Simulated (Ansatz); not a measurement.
System: H2C9O (slab).

```cif
data_structure
_symmetry_space_group_name_H-M 'P 1'
_symmetry_Int_Tables_number 1
_cell_length_a 7.3951
_cell_length_b 7.3951
_cell_length_c 18.6078
_cell_angle_alpha 90.000
_cell_angle_beta 90.000
_cell_angle_gamma 120.000
_cell_volume 881.29
loop_
_atom_site_label
_atom_site_type_symbol
_atom_site_fract_x
_atom_site_fract_y
_atom_site_fract_z
_atom_site_occupancy
C1 C 0.55556 0.44444 0.42993 1
C2 C 0.55492 0.77781 0.42987 1
C3 C 0.55580 0.11177 0.43010 1
C4 C 0.88820 0.44463 0.43005 1
C5 C 0.88884 0.77830 0.42983 1
C6 C 0.88865 0.11088 0.42979 1
C7 C 0.22258 0.44532 0.42997 1
C8 C 0.22222 0.77758 0.43014 1
C9 C 0.22167 0.11129 0.43004 1
C10 C 0.44501 0.22303 0.43007 1
C11 C 0.44406 0.55601 0.42990 1
C12 C 0.44428 0.88859 0.43005 1
C13 C 0.77724 0.22262 0.43002 1
C14 C 0.77744 0.55533 0.42994 1
C15 C 0.77792 0.88937 0.42973 1
C16 C 0.11079 0.22215 0.42983 1
C17 C 0.11137 0.55617 0.43010 1
C18 C 0.11044 0.88901 0.43003 1
O1 O 0.06292 0.04960 0.60406 1
H1 H 0.13527 0.05739 0.55945 1
H2 H 0.06824 0.18329 0.60651 1
O2 O 0.65647 0.68326 0.59975 1
H3 H 0.79370 0.81107 0.60238 1
H4 H 0.64945 0.60910 0.64353 1
```

Computed with DFT PBE+D3(BJ), scalar-relativistic, plane waves, PAW in Ansatz 0.2.0.

What can the converged valence pseudo-density and electron localisation function tell about the bonding?

Answer. O–H (0.97 Å): the density is about 3.7 e/Å³ at the midpoint; the ELF climbs to about 1 towards the hydrogen, as it does in any bond to H; a covalent bond by its length.

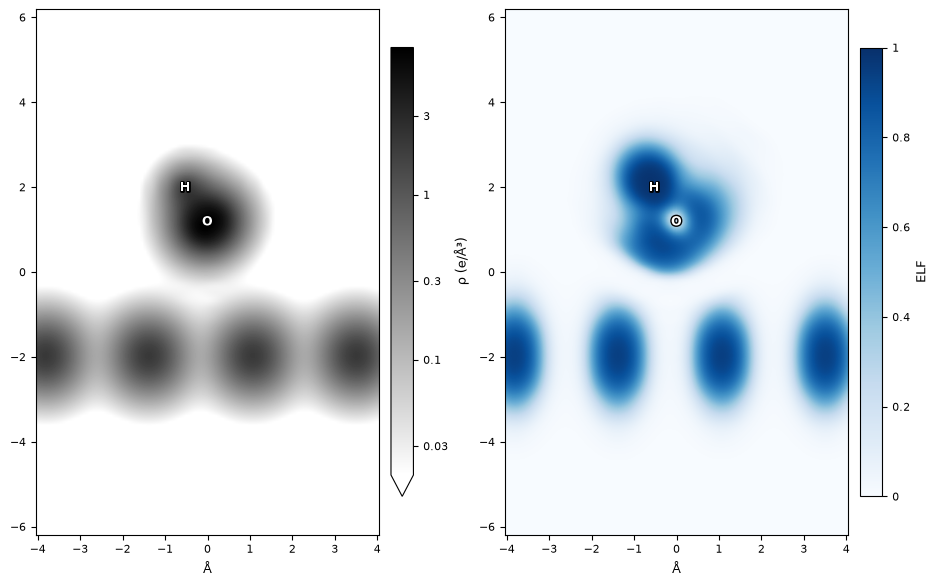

Computed valence pseudo-density and electron localisation function on the (100) plane of the calculation cell, a cut from vacuum to vacuum, in this order. Atoms just off the plane (C, 0.6 Å away) can leave unmarked features too.
